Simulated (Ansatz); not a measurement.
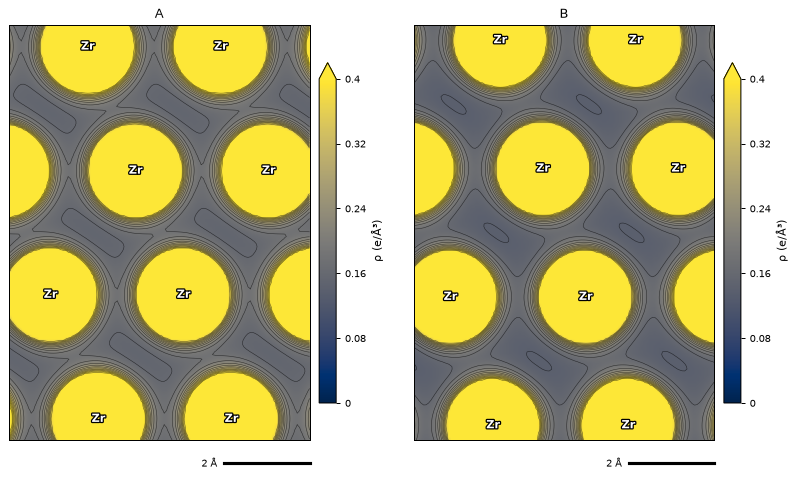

Zr. The valence pseudo-density of two cells that differ in size and shape, on the (001) plane of each (indices in the axes of the calculation cell), at one length scale and on one colour scale: B has 24.2 Å³ an atom and A 23.0.

The calculation used DFT, PBEsol, PAW with Ansatz's default frozen-core files, scalar-relativistic in Ansatz 0.2.0.

Core electrons are frozen (PAW), and the valence fields are smoothed inside the atomic spheres.

The larger cell:

```
Zr
1.0
    -1.81000    1.81000    1.84620
     1.81000   -1.81000    1.84620
     1.81000    1.81000   -1.84620
Zr
1
Direct
  0.00000 0.00000 0.00000
```

The smaller cell: a = 3.104 Å, b = 3.104 Å, c = 3.104 Å, α = 108.66°, β = 108.66°, γ = 111.11°.

> What does the compression do to the bonding and the properties?

From the larger cell to the smaller, Zr–Zr goes from 3.16 to 3.10 Å, and the density at its midpoint from 0.17 to 0.18 e/Å³; the pressure goes from −8 to −4.4 GPa.
